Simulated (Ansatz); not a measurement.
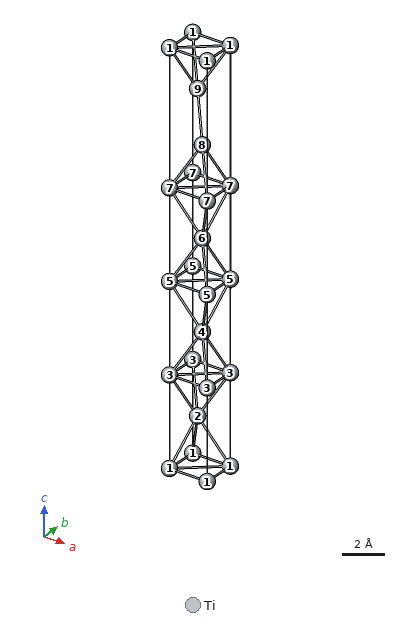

Figure 1. The starting structure (ball-and-stick view of the cell of the calculation, seen slightly off an axis; atoms are numbered from 1 in the order of the input). Near neighbours in the crystal (not all of them lie inside the picture): Ti has 12 Ti at 2.87 to 2.94 Å.

**Run report: Ti, geometry relaxation (part 1 of 2)**

Ti (9 atoms in the cell), computed with DFT r2SCAN, scalar-relativistic, plane waves, PAW, no spin polarisation (Ansatz 0.2.0).

The structure was built on a prototype by a generator; it need not be a known phase. It belongs to a series of runs on one base structure; here: stacking ABACACACB. Figures and captions count atoms from 1; the log counts them from 0 in places.

Input:
```yaml
crystal:
  lattice:
    - [2.9358214175, 0.0, 0.0]
    - [-1.4679107088, 2.5424959285, 0.0]
    - [0.0, 0.0, 20.8652810631]
  atoms:
    - { symbol: Ti, position: [0.0, 0.0, 0.0] }
    - { symbol: Ti, position: [0.3333333333, 0.6666666667, 0.1111111111] }
    - { symbol: Ti, position: [0.0, 0.0, 0.2222222222] }
    - { symbol: Ti, position: [0.6666666667, 0.3333333333, 0.3333333333] }
    - { symbol: Ti, position: [0.0, 0.0, 0.4444444444] }
    - { symbol: Ti, position: [0.6666666667, 0.3333333333, 0.5555555556] }
    - { symbol: Ti, position: [0.0, 0.0, 0.6666666667] }
    - { symbol: Ti, position: [0.6666666667, 0.3333333333, 0.7777777778] }
    - { symbol: Ti, position: [0.3333333333, 0.6666666667, 0.8888888889] }
basis:
  ecutwfc: 500
kpoints:
  mp_grid: { grid: [18, 18, 3] }
hamiltonian:
  xc: r2scan
scf:
  occupations: { method: gaussian, width: 0.1 }
output:
  forces: true
  stress: true
  eigenvalues: true
  populations: true
relax:
  adjacent_minimum: "off"
  f_tol: 0.01
  max_steps: 45
  cell: { stress_tol: 0.05 }
```

Machine: 1 thread of Intel Xeon (Granite Rapids), 64 GiB of memory available, shared host.

Command:
```bash
ansatz run input.yaml --threads 1 --pin off --max-ram 2560MiB --backend cpu --events-out ev --progress --plain --runs-dir out
```

Log:
```
Engine: ansatz 0.2.0, x86_64-unknown-linux-gnu
Pseudopotentials: kind: paw
Pseudopotential: Ti, paw, valence charge 12, recommended cutoff 500 eV (meta_gga), Ti.paw.azcp
Functional definition: r2SCAN
  parameter k0 = 0.174
  parameter k1 = 0.065
  parameter a1 = 4.9479
  exchange = r2scan_x(k0 = k0, k1 = k1, a1 = a1)
  correlation = r2scan_c
Crystal: 9 atoms, lattice volume = 155.745 Å³
Basis set: ecut = 500 eV, 4013 PW (Γ), exchange–correlation on 96×96×640 points (64 copies of the dense FFT grid, shifted against one another)
Bands: 65, of which v1, the nominal top of the filled ones, is band 54 counted from 1 (53 counted from 0)
Symmetry: 6 space group operations
Space group: P3m1 (ITA 156), of the structure as read, at distance tolerance 5.4e-5 Å
k-points: 101 of 972 (time reversal used)
Non-local potential: Ti, projectors of the file, l = 0: 3, l = 1: 2, l = 2: 3, l = 3: 1
PAW form: soft (Blöchl's): semilocal exchange-correlation on the pseudo side does not see the compensation charge
PAW frozen core: Ti, regenerated for the run's functional (the file was generated under x = pbe(κ = 0.804, μ = 0.2195149727645171), c = pbe(β = 0.06672455060314922))
PAW one-centre angular grid: Ti, 590 points (default); XC on 160 Gauss nodes
Initial density: superposition of atomic densities (neutral atoms: chi_scale 0, normalization atom), corrected by the library's trained network
Initial wavefunctions: pseudopotential atomic-orbital guess
Functional: x = r2scan, c = r2scan; τ floored in thin density (d = 2e-4 eV/Å³)
SCF iter   1: F=—  HF=-22538.940415 eV  |F-HF|=—  |Δ(HF+E_count)|=         —  Δρ=1.78e-2  dr2=1.69e0  dr2_τ=7.60e-2  ethr=1.77e-3  ⟨swp⟩=6.9  Hψ=26822  notcnv=0
preconditioner: auto → Kerker (q_TF=auto, 2.567 Å⁻¹)  [metal: Δε(μ)=0.004 eV  Ē_g=2.614 eV  σ=0.100 eV  W_gap=0.02  n_scr=46 (ndim 8)  ℏωp=17.9 eV  f_vac=0.000  D(μ)=9.64/eV (n_scr^D=112)]
SCF iter   2: F=—  HF=-22539.105897 eV  |F-HF|=—  |Δ(HF+E_count)|=   1.65e-1  Δρ=8.43e-3  dr2=2.36e-1  dr2_τ=1.25e-2  ethr=1.56e-3  ⟨swp⟩=2.9  Hψ=11339  notcnv=0  defer=329
SCF iter   3: F=—  HF=-22539.104066 eV  |F-HF|=—  |Δ(HF+E_count)|=   1.83e-3  Δρ=5.23e-3  dr2=3.13e-1  dr2_τ=4.42e-3  ethr=2.18e-4  ⟨swp⟩=2.2  Hψ=8487  notcnv=0  defer=329
SCF iter   4: F=—  HF=-22539.100243 eV  |F-HF|=—  |Δ(HF+E_count)|=   3.82e-3  Δρ=2.08e-3  dr2=1.76e-2  dr2_τ=5.38e-4  ethr=2.18e-4  ⟨swp⟩=1.8  Hψ=6437  notcnv=0  defer=327
SCF iter   5: F=—  HF=-22539.103366 eV  |F-HF|=—  |Δ(HF+E_count)|=   3.12e-3  Δρ=2.20e-3  dr2=2.63e-2  dr2_τ=6.62e-4  ethr=1.63e-5  ⟨swp⟩=2.1  Hψ=8253  notcnv=0  defer=325
SCF iter   6: F=—  HF=-22539.102570 eV  |F-HF|=—  |Δ(HF+E_count)|=   7.97e-4  Δρ=5.81e-4  dr2=2.55e-3  dr2_τ=4.06e-5  ethr=1.63e-5  ⟨swp⟩=2.0  Hψ=7491  notcnv=0  defer=325
SCF iter   7: F=—  HF=-22539.102524 eV  |F-HF|=—  |Δ(HF+E_count)|=   4.54e-5  Δρ=2.58e-4  dr2=3.47e-4  dr2_τ=6.74e-6  ethr=2.36e-6  ⟨swp⟩=2.0  Hψ=7096  notcnv=0  defer=324
SCF iter   8: F=—  HF=-22539.102530 eV  |F-HF|=—  |Δ(HF+E_count)|=   5.25e-6  Δρ=1.20e-4  dr2=7.99e-5  dr2_τ=1.96e-6  ethr=3.21e-7  ⟨swp⟩=2.0  Hψ=7718  notcnv=0  defer=324
SCF iter   9: F=—  HF=-22539.102444 eV  |F-HF|=—  |Δ(HF+E_count)|=   8.52e-5  Δρ=5.38e-5  dr2=1.46e-5  dr2_τ=3.66e-7  ethr=7.40e-8  ⟨swp⟩=2.0  Hψ=7390  notcnv=0  defer=325
SCF iter  10: F=—  HF=-22539.102445 eV  |F-HF|=—  |Δ(HF+E_count)|=   7.53e-7  Δρ=1.80e-5  dr2=5.89e-7  dr2_τ=2.52e-8  ethr=1.35e-8  ⟨swp⟩=1.6  Hψ=6406  notcnv=0  defer=325
SCF iter  11: F=—  HF=-22539.102445 eV  |F-HF|=—  |Δ(HF+E_count)|=   1.09e-7  Δρ=1.24e-5  dr2=8.39e-7  dr2_τ=1.53e-8  ethr=5.45e-10  ⟨swp⟩=2.0  Hψ=7994  notcnv=0  defer=325
SCF iter  12: F=—  HF=-22539.102445 eV  |F-HF|=—  |Δ(HF+E_count)|=   1.05e-8  Δρ=1.04e-5  dr2=9.85e-7  dr2_τ=1.33e-8  ethr=5.45e-10  ⟨swp⟩=2.0  Hψ=7652  notcnv=0  defer=325
SCF iter  13: F=-22539.102445 eV  HF=-22539.102445 eV  |F-HF|=7.57e-8  |Δ(HF+E_count)|=   1.82e-8  Δρ=3.23e-6  dr2=8.21e-8  dr2_τ=5.56e-10  ethr=9.26e-11  ⟨swp⟩=8.5  Hψ=23610  notcnv=0
SCF 1 converged in 13 iterations: F = -22539.102445 eV  dr2 = 8.21e-8
  greatest PAW one-centre occupation: 1.000 electrons in one spin orbital (limit 2), on the Ti atom at site 0 (counted from 0), in its partial waves of l = 1
relax step   1: F+E_penalty+E_count = -22539.10244520 eV  Δ(F+E_penalty+E_count) = +0.000e0 eV  max|allowed force component| = 1.028e-1 eV/Å  Δτ_max = 0.0000 Å  P = +0.328 GPa  Ω = 155.745 Å³  (13 SCF iters, dr2 threshold 1.00e-7 eV, accepted)
Crystal: 9 atoms, lattice volume = 156.579 Å³
Initial density: handed on by an earlier stage of this run
Initial wavefunctions: those handed on with the density
iter 1 solved again at ethr=1.02e-3 eV; its pass at ethr=3.10e-3 eV (dr2=1.10e0 eV) is discarded
SCF iter   1: F=—  HF=-22538.952816 eV  |F-HF|=—  |Δ(HF+E_count)|=         —  Δρ=5.76e-3  dr2=1.09e0  dr2_τ=2.81e-1  ethr=1.02e-3  ⟨swp⟩=1.0  Hψ=29874  notcnv=0
preconditioner: auto → Kerker (q_TF=auto, 2.565 Å⁻¹)  [metal: Δε(μ)=0.001 eV  Ē_g=2.524 eV  σ=0.100 eV  W_gap=0.01  n_scr=46 (ndim 8)  ℏωp=17.8 eV  f_vac=0.000  D(μ)=9.83/eV (n_scr^D=112)]
SCF iter   2: F=—  HF=-22539.110775 eV  |F-HF|=—  |Δ(HF+E_count)|=   1.58e-1  Δρ=4.58e-3  dr2=1.84e-1  dr2_τ=4.94e-3  ethr=1.01e-3  ⟨swp⟩=2.8  Hψ=8089  notcnv=0  defer=6
SCF iter   3: F=—  HF=-22539.108160 eV  |F-HF|=—  |Δ(HF+E_count)|=   2.61e-3  Δρ=1.44e-3  dr2=3.72e-2  dr2_τ=2.25e-4  ethr=1.70e-4  ⟨swp⟩=2.2  Hψ=7236  notcnv=0  defer=15
SCF iter   4: F=—  HF=-22539.107726 eV  |F-HF|=—  |Δ(HF+E_count)|=   4.34e-4  Δρ=1.09e-3  dr2=1.61e-2  dr2_τ=1.83e-4  ethr=3.44e-5  ⟨swp⟩=1.0  Hψ=6707  notcnv=0  defer=15
SCF iter   5: F=—  HF=-22539.107450 eV  |F-HF|=—  |Δ(HF+E_count)|=   2.76e-4  Δρ=3.54e-4  dr2=5.45e-4  dr2_τ=3.68e-5  ethr=1.49e-5  ⟨swp⟩=1.0  Hψ=6494  notcnv=0  defer=15
SCF iter   6: F=—  HF=-22539.107330 eV  |F-HF|=—  |Δ(HF+E_count)|=   1.20e-4  Δρ=1.77e-4  dr2=9.24e-5  dr2_τ=4.45e-6  ethr=5.04e-7  ⟨swp⟩=2.0  Hψ=7865  notcnv=0  defer=29
SCF iter   7: F=—  HF=-22539.107329 eV  |F-HF|=—  |Δ(HF+E_count)|=   7.56e-7  Δρ=1.03e-4  dr2=2.85e-5  dr2_τ=1.51e-6  ethr=8.55e-8  ⟨swp⟩=2.0  Hψ=7501  notcnv=0  defer=33
SCF iter   8: F=—  HF=-22539.107330 eV  |F-HF|=—  |Δ(HF+E_count)|=   1.08e-6  Δρ=4.38e-5  dr2=7.57e-6  dr2_τ=2.52e-7  ethr=2.64e-8  ⟨swp⟩=2.0  Hψ=7614  notcnv=0  defer=33
SCF iter   9: F=—  HF=-22539.107330 eV  |F-HF|=—  |Δ(HF+E_count)|=   1.21e-7  Δρ=2.18e-5  dr2=1.52e-6  dr2_τ=4.53e-8  ethr=7.01e-9  ⟨swp⟩=1.9  Hψ=6971  notcnv=0  defer=33
SCF iter  10: F=-22539.107330 eV  HF=-22539.107330 eV  |F-HF|=4.24e-7  |Δ(HF+E_count)|=   5.16e-8  Δρ=9.67e-6  dr2=5.08e-7  dr2_τ=9.49e-9  ethr=8.33e-10  ⟨swp⟩=7.9  Hψ=22563  notcnv=0
the search or the solves at the SCF's close seem to have found levels that the self-consistency loop had missed (the run counts 2). By its estimate they hold under 1e-12 electrons; where the run keeps them, the occupations were computed again with them
SCF 2 converged in 10 iterations: F = -22539.107330 eV  dr2 = 5.08e-7
  greatest PAW one-centre occupation: 1.000 electrons in one spin orbital (limit 2), on the Ti atom at site 3 (counted from 0), in its partial waves of l = 1
relax step   2: F+E_penalty+E_count = -22539.10733002 eV  Δ(F+E_penalty+E_count) = -4.885e-3 eV  max|allowed force component| = 7.917e-2 eV/Å  Δτ_max = 0.0336 Å  P = -0.239 GPa  Ω = 156.579 Å³  energy of the carried Pulay correction = -4.709e-4 eV  (10 SCF iters, dr2 threshold 9.00e-7 eV, accepted)
Crystal: 9 atoms, lattice volume = 156.238 Å³
Basis set: ecut = 500 eV, 4037 PW (Γ), exchange–correlation on 96×96×640 points (64 copies of the dense FFT grid, shifted against one another)
iter 1 solved again at ethr=2.59e-4 eV; its pass at ethr=3.10e-3 eV (dr2=2.80e-1 eV) is discarded
SCF iter   1: F=—  HF=-22539.070091 eV  |F-HF|=—  |Δ(HF+E_count)|=         —  Δρ=2.78e-3  dr2=2.80e-1  dr2_τ=6.64e-2  ethr=2.59e-4  ⟨swp⟩=1.0  Hψ=24556  notcnv=0
preconditioner: auto → Kerker (q_TF=auto, 2.565 Å⁻¹)  [metal: Δε(μ)=0.007 eV  Ē_g=2.534 eV  σ=0.100 eV  W_gap=0.04  n_scr=46 (ndim 8)  ℏωp=17.8 eV  f_vac=0.000  D(μ)=9.65/eV (n_scr^D=112)]
SCF iter   2: F=—  HF=-22539.110758 eV  |F-HF|=—  |Δ(HF+E_count)|=   4.07e-2  Δρ=2.13e-3  dr2=4.57e-2  dr2_τ=1.15e-3  ethr=2.59e-4  ⟨swp⟩=1.3  Hψ=6603  notcnv=0
SCF iter   3: F=—  HF=-22539.110272 eV  |F-HF|=—  |Δ(HF+E_count)|=   4.85e-4  Δρ=6.00e-4  dr2=7.75e-3  dr2_τ=3.16e-5  ethr=4.23e-5  ⟨swp⟩=1.0  Hψ=6565  notcnv=0
SCF iter   4: F=—  HF=-22539.110264 eV  |F-HF|=—  |Δ(HF+E_count)|=   8.29e-6  Δρ=3.63e-4  dr2=3.08e-3  dr2_τ=2.15e-5  ethr=7.17e-6  ⟨swp⟩=1.0  Hψ=6565  notcnv=0
SCF iter   5: F=—  HF=-22539.110255 eV  |F-HF|=—  |Δ(HF+E_count)|=   8.53e-6  Δρ=1.30e-4  dr2=8.72e-5  dr2_τ=4.81e-6  ethr=2.85e-6  ⟨swp⟩=1.0  Hψ=6565  notcnv=0
SCF iter   6: F=—  HF=-22539.110157 eV  |F-HF|=—  |Δ(HF+E_count)|=   9.83e-5  Δρ=6.69e-5  dr2=1.31e-5  dr2_τ=6.77e-7  ethr=8.07e-8  ⟨swp⟩=1.9  Hψ=7370  notcnv=0
SCF iter   7: F=—  HF=-22539.110157 eV  |F-HF|=—  |Δ(HF+E_count)|=   2.44e-7  Δρ=4.40e-5  dr2=7.61e-6  dr2_τ=3.20e-7  ethr=1.21e-8  ⟨swp⟩=2.0  Hψ=8005  notcnv=0
SCF iter   8: F=—  HF=-22539.110157 eV  |F-HF|=—  |Δ(HF+E_count)|=   1.10e-7  Δρ=1.60e-5  dr2=1.58e-6  dr2_τ=2.19e-8  ethr=7.05e-9  ⟨swp⟩=1.3  Hψ=6623  notcnv=0
SCF iter   9: F=-22539.110157 eV  HF=-22539.110157 eV  |F-HF|=1.67e-7  |Δ(HF+E_count)|=   5.63e-8  Δρ=7.59e-6  dr2=2.33e-7  dr2_τ=5.43e-9  ethr=8.33e-10  ⟨swp⟩=7.1  Hψ=21053  notcnv=0
SCF 3 converged in 9 iterations: F = -22539.110157 eV  dr2 = 2.33e-7
  greatest PAW one-centre occupation: 1.000 electrons in one spin orbital (limit 2), on the Ti atom at site 6 (counted from 0), in its partial waves of l = 1
relax step   3: F+E_penalty+E_count = -22539.11015712 eV  Δ(F+E_penalty+E_count) = -2.827e-3 eV  max|allowed force component| = 1.727e-2 eV/Å  Δτ_max = 0.0207 Å  P = -0.008 GPa  Ω = 156.238 Å³  energy of the carried Pulay correction = -2.790e-4 eV  (9 SCF iters, dr2 threshold 9.00e-7 eV, accepted)
Crystal: 9 atoms, lattice volume = 156.264 Å³
iter 1 solved again at ethr=7.26e-6 eV; its pass at ethr=3.10e-3 eV (dr2=7.85e-3 eV) is discarded
SCF iter   1: F=—  HF=-22539.103814 eV  |F-HF|=—  |Δ(HF+E_count)|=         —  Δρ=1.17e-3  dr2=7.74e-3  dr2_τ=1.19e-2  ethr=7.26e-6  ⟨swp⟩=1.7  Hψ=23774  notcnv=0
preconditioner: auto → Kerker (q_TF=auto, 2.565 Å⁻¹)  [metal: Δε(μ)=0.002 eV  Ē_g=2.532 eV  σ=0.100 eV  W_gap=0.01  n_scr=46 (ndim 8)  ℏωp=17.8 eV  f_vac=0.000  D(μ)=9.58/eV (n_scr^D=112)]
SCF iter   2: F=—  HF=-22539.110499 eV  |F-HF|=—  |Δ(HF+E_count)|=   6.69e-3  Δρ=8.44e-4  dr2=2.34e-3  dr2_τ=1.08e-4  ethr=7.16e-6  ⟨swp⟩=2.2  Hψ=9210  notcnv=0
SCF iter   3: F=—  HF=-22539.110418 eV  |F-HF|=—  |Δ(HF+E_count)|=   8.10e-5  Δρ=7.19e-4  dr2=2.68e-3  dr2_τ=7.67e-5  ethr=2.17e-6  ⟨swp⟩=2.0  Hψ=8093  notcnv=0
SCF iter   4: F=—  HF=-22539.110221 eV  |F-HF|=—  |Δ(HF+E_count)|=   1.97e-4  Δρ=1.50e-4  dr2=1.35e-4  dr2_τ=3.22e-6  ethr=2.17e-6  ⟨swp⟩=1.9  Hψ=7356  notcnv=0
SCF iter   5: F=—  HF=-22539.110208 eV  |F-HF|=—  |Δ(HF+E_count)|=   1.31e-5  Δρ=6.17e-5  dr2=1.98e-5  dr2_τ=5.24e-7  ethr=1.25e-7  ⟨swp⟩=2.0  Hψ=8242  notcnv=0
SCF iter   6: F=—  HF=-22539.110209 eV  |F-HF|=—  |Δ(HF+E_count)|=   1.86e-6  Δρ=3.91e-5  dr2=3.12e-6  dr2_τ=9.19e-8  ethr=1.83e-8  ⟨swp⟩=2.0  Hψ=8136  notcnv=0
SCF iter   7: F=—  HF=-22539.110118 eV  |F-HF|=—  |Δ(HF+E_count)|=   9.19e-5  Δρ=3.10e-5  dr2=4.69e-6  dr2_τ=9.79e-8  ethr=2.89e-9  ⟨swp⟩=2.0  Hψ=7986  notcnv=0
SCF iter   8: F=—  HF=-22539.110117 eV  |F-HF|=—  |Δ(HF+E_count)|=   1.77e-7  Δρ=1.07e-5  dr2=3.83e-7  dr2_τ=9.90e-9  ethr=2.89e-9  ⟨swp⟩=2.0  Hψ=7555  notcnv=0
SCF iter   9: F=—  HF=-22539.110117 eV  |F-HF|=—  |Δ(HF+E_count)|=   1.09e-8  Δρ=8.19e-6  dr2=2.89e-7  dr2_τ=7.27e-9  ethr=3.55e-10  ⟨swp⟩=2.0  Hψ=8050  notcnv=0
SCF iter  10: F=-22539.110117 eV  HF=-22539.110117 eV  |F-HF|=1.18e-8  |Δ(HF+E_count)|=   9.40e-9  Δρ=1.94e-6  dr2=1.51e-8  dr2_τ=4.52e-10  ethr=1.73e-11  ⟨swp⟩=4.7  Hψ=22577  notcnv=0
SCF 4 converged in 10 iterations: F = -22539.110117 eV  dr2 = 1.51e-8
relax step   4: F+E_penalty+E_count = -22539.11011734 eV  Δ(F+E_penalty+E_count) = +3.978e-5 eV  max|allowed force component| = 2.296e-2 eV/Å  Δτ_max = 0.0072 Å  P = -0.017 GPa  Ω = 156.264 Å³  energy of the carried Pulay correction = -2.933e-4 eV  (10 SCF iters, dr2 threshold 1.86e-8 eV, rejected (line search))
Crystal: 9 atoms, lattice volume = 156.230 Å³
iter 1 solved again at ethr=2.65e-6 eV; its pass at ethr=3.10e-3 eV (dr2=2.87e-3 eV) is discarded
SCF iter   1: F=—  HF=-22539.108259 eV  |F-HF|=—  |Δ(HF+E_count)|=         —  Δρ=6.76e-4  dr2=2.79e-3  dr2_τ=3.95e-3  ethr=2.65e-6  ⟨swp⟩=1.6  Hψ=23768  notcnv=0
preconditioner: auto → Kerker (q_TF=auto, 2.565 Å⁻¹)  [metal: Δε(μ)=0.001 eV  Ē_g=2.533 eV  σ=0.100 eV  W_gap=0.01  n_scr=46 (ndim 8)  ℏωp=17.8 eV  f_vac=0.000  D(μ)=9.61/eV (n_scr^D=112)]
SCF iter   2: F=—  HF=-22539.110471 eV  |F-HF|=—  |Δ(HF+E_count)|=   2.21e-3  Δρ=4.85e-4  dr2=7.91e-4  dr2_τ=3.67e-5  ethr=2.59e-6  ⟨swp⟩=2.1  Hψ=8846  notcnv=0
SCF iter   3: F=—  HF=-22539.110445 eV  |F-HF|=—  |Δ(HF+E_count)|=   2.68e-5  Δρ=3.86e-4  dr2=8.31e-4  dr2_τ=2.20e-5  ethr=7.32e-7  ⟨swp⟩=2.0  Hψ=8067  notcnv=0
SCF iter   4: F=—  HF=-22539.110388 eV  |F-HF|=—  |Δ(HF+E_count)|=   5.63e-5  Δρ=1.00e-4  dr2=6.60e-5  dr2_τ=1.50e-6  ethr=7.32e-7  ⟨swp⟩=1.9  Hψ=7248  notcnv=0
SCF iter   5: F=—  HF=-22539.110380 eV  |F-HF|=—  |Δ(HF+E_count)|=   8.02e-6  Δρ=3.86e-5  dr2=8.37e-6  dr2_τ=2.39e-7  ethr=6.11e-8  ⟨swp⟩=1.9  Hψ=7679  notcnv=0
SCF iter   6: F=—  HF=-22539.110281 eV  |F-HF|=—  |Δ(HF+E_count)|=   9.97e-5  Δρ=2.34e-5  dr2=1.11e-6  dr2_τ=3.38e-8  ethr=7.75e-9  ⟨swp⟩=2.0  Hψ=8303  notcnv=0
SCF iter   7: F=—  HF=-22539.110281 eV  |F-HF|=—  |Δ(HF+E_count)|=   1.76e-7  Δρ=1.94e-5  dr2=1.70e-6  dr2_τ=4.12e-8  ethr=1.03e-9  ⟨swp⟩=2.0  Hψ=7927  notcnv=0
SCF iter   8: F=—  HF=-22539.110281 eV  |F-HF|=—  |Δ(HF+E_count)|=   6.93e-8  Δρ=5.59e-6  dr2=1.08e-7  dr2_τ=2.41e-9  ethr=1.03e-9  ⟨swp⟩=2.0  Hψ=7568  notcnv=0
SCF iter   9: F=—  HF=-22539.110281 eV  |F-HF|=—  |Δ(HF+E_count)|=   2.68e-9  Δρ=4.04e-6  dr2=1.08e-7  dr2_τ=1.79e-9  ethr=1.00e-10  ⟨swp⟩=2.0  Hψ=8027  notcnv=0
SCF iter  10: F=—  HF=-22539.110281 eV  |F-HF|=—  |Δ(HF+E_count)|=   2.15e-9  Δρ=1.70e-6  dr2=1.02e-8  dr2_τ=3.69e-10  ethr=1.00e-10  ⟨swp⟩=1.9  Hψ=7262  notcnv=0
SCF iter  11: F=—  HF=-22539.110281 eV  |F-HF|=—  |Δ(HF+E_count)|=  2.91e-11  Δρ=1.31e-6  dr2=8.26e-9  dr2_τ=2.53e-10  ethr=9.43e-12  ⟨swp⟩=2.0  Hψ=8175  notcnv=0
SCF iter  12: F=—  HF=-22539.110281 eV  |F-HF|=—  |Δ(HF+E_count)|=  1.64e-10  Δρ=5.16e-7  dr2=9.38e-10  dr2_τ=2.37e-11  ethr=7.64e-12  ⟨swp⟩=1.1  Hψ=6600  notcnv=0
SCF iter  13: F=-22539.110281 eV  HF=-22539.110281 eV  |F-HF|=2.18e-11  |Δ(HF+E_count)|=  5.09e-11  Δρ=1.95e-7  dr2=6.87e-11  dr2_τ=3.54e-12  ethr=1.00e-12  ⟨swp⟩=3.4  Hψ=21032  notcnv=0
SCF 5 converged in 13 iterations: F = -22539.110281 eV  dr2 = 6.87e-11
relax step   5: F+E_penalty+E_count = -22539.11028066 eV  Δ(F+E_penalty+E_count) = -1.235e-4 eV  max|allowed force component| = 1.683e-3 eV/Å  Δτ_max = 0.0035 Å  P = +0.001 GPa  Ω = 156.230 Å³  energy of the carried Pulay correction = -2.744e-4 eV  (13 SCF iters, accepted)
Initial wavefunctions: pseudopotential atomic-orbital guess (no wavefunctions were taken with the density)
iter 1 solved again at ethr=7.53e-7 eV; its pass at ethr=3.10e-3 eV (dr2=8.13e-4 eV) is discarded
SCF iter   1: F=—  HF=-22539.110631 eV  |F-HF|=—  |Δ(HF+E_count)|=         —  Δρ=6.68e-5  dr2=2.32e-7  dr2_τ=8.50e-7  ethr=7.53e-7  ⟨swp⟩=3.9  Hψ=41172  notcnv=0
eigensolver tolerance schedule: the retry pair's looser diagonalisation over-reported the residual by 3505.60 of it (diagonalisation noise at 5.73 of the residual, at the tolerance the schedule requests for it); recorded, not acted on — ethr = c·dr2/N_el stays at c = 1.0e-1
preconditioner: auto → Kerker (q_TF=auto, 2.565 Å⁻¹)  [metal: Δε(μ)=0.000 eV  Ē_g=2.533 eV  σ=0.100 eV  W_gap=0.00  n_scr=46 (ndim 8)  ℏωp=17.8 eV  f_vac=0.000  D(μ)=9.60/eV (n_scr^D=112)]
SCF iter   2: F=—  HF=-22539.110542 eV  |F-HF|=—  |Δ(HF+E_count)|=   8.99e-5  Δρ=3.39e-5  dr2=9.85e-8  dr2_τ=4.76e-7  ethr=2.15e-10  ⟨swp⟩=3.0  Hψ=11115  notcnv=0
SCF iter   3: F=—  HF=-22539.110546 eV  |F-HF|=—  |Δ(HF+E_count)|=   4.04e-6  Δρ=1.12e-5  dr2=8.14e-8  dr2_τ=4.87e-8  ethr=9.12e-11  ⟨swp⟩=2.5  Hψ=11995  notcnv=0
SCF iter   4: F=—  HF=-22539.110546 eV  |F-HF|=—  |Δ(HF+E_count)|=   4.49e-7  Δρ=1.92e-6  dr2=6.98e-9  dr2_τ=8.33e-10  ethr=7.54e-11  ⟨swp⟩=2.0  Hψ=8366  notcnv=0
SCF iter   5: F=—  HF=-22539.110546 eV  |F-HF|=—  |Δ(HF+E_count)|=   5.84e-9  Δρ=1.69e-6  dr2=1.35e-8  dr2_τ=3.46e-10  ethr=6.46e-12  ⟨swp⟩=2.3  Hψ=9396  notcnv=0
SCF iter   6: F=—  HF=-22539.110546 eV  |F-HF|=—  |Δ(HF+E_count)|=  3.64e-12  Δρ=5.54e-7  dr2=1.47e-9  dr2_τ=3.87e-11  ethr=6.46e-12  ⟨swp⟩=2.0  Hψ=7896  notcnv=0
SCF iter   7: F=—  HF=-22539.110546 eV  |F-HF|=—  |Δ(HF+E_count)|=  4.73e-11  Δρ=4.30e-7  dr2=1.28e-9  dr2_τ=2.37e-11  ethr=1.36e-12  ⟨swp⟩=2.0  Hψ=8026  notcnv=0
SCF iter   8: F=-22539.110546 eV  HF=-22539.110546 eV  |F-HF|=4.37e-11  |Δ(HF+E_count)|=  3.64e-11  Δρ=7.11e-8  dr2=4.99e-11  dr2_τ=6.42e-13  ethr=1.00e-12  ⟨swp⟩=3.2  Hψ=20746  notcnv=0
SCF 6 converged in 8 iterations: F = -22539.110546 eV  dr2 = 4.99e-11
relax step   6: F+E_penalty+E_count = -22539.11054603 eV  Δ(F+E_penalty+E_count) = -2.654e-4 eV  max|allowed force component| = 1.669e-3 eV/Å  Δτ_max = 0.0000 Å  P = +0.003 GPa  Ω = 156.230 Å³  stress off target by 3.21e-3 GPa  SCF on the basis re-selected at this cell (its energy is not comparable with the rows above)  (8 SCF iters)
```
